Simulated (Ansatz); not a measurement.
System: Mg$_{3}$Sb$_{2}$.

```
CELL_PARAMETERS angstrom
4.56967 0.00000 0.00000
-2.28483 3.95745 0.00000
0.00000 0.00000 6.82370
ATOMIC_POSITIONS crystal
Mg 0.33333 0.66667 0.64007
Mg 0.66667 0.33333 0.35993
Mg 0.00000 0.00000 0.00000
Sb 0.33333 0.66667 0.22472
Sb 0.66667 0.33333 0.77528
```

Space group P-3m1; started from the measured structure prototype, which need not be the ambient phase; changed on purpose from its base cell (uniaxial z strain -5.8%); computed pressure about 4 GPa in this cell.

Level of theory: DFT, PBE, plane waves, PAW in Ansatz.

Q: Predict the valence pseudo-density and electron localisation function between the atoms.

A: Mg–Sb (2.79 Å): the density is about 0.27 e/Å³ at the midpoint; the ELF peaks at about 0.75 in the valence shell of Sb, 1.4 Å from its nucleus, and is about 0.75 at the midpoint.
Mg–Sb (3.05 Å): the density is about 0.19 e/Å³ at the midpoint, with its minimum of 0.12 e/Å³ about 1.1 Å from Mg; the ELF peaks at about 0.75 in the valence shell of Sb, 1.4 Å from its nucleus, and is about 0.75 at the midpoint.

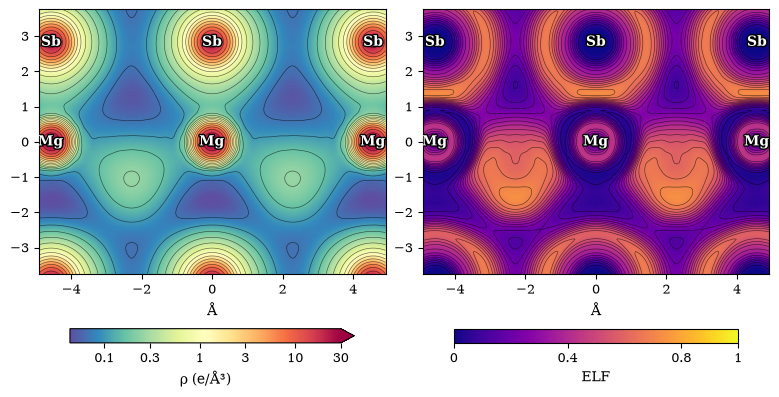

Computed valence pseudo-density and electron localisation function on the (010) plane of the conventional cell, in this order. 
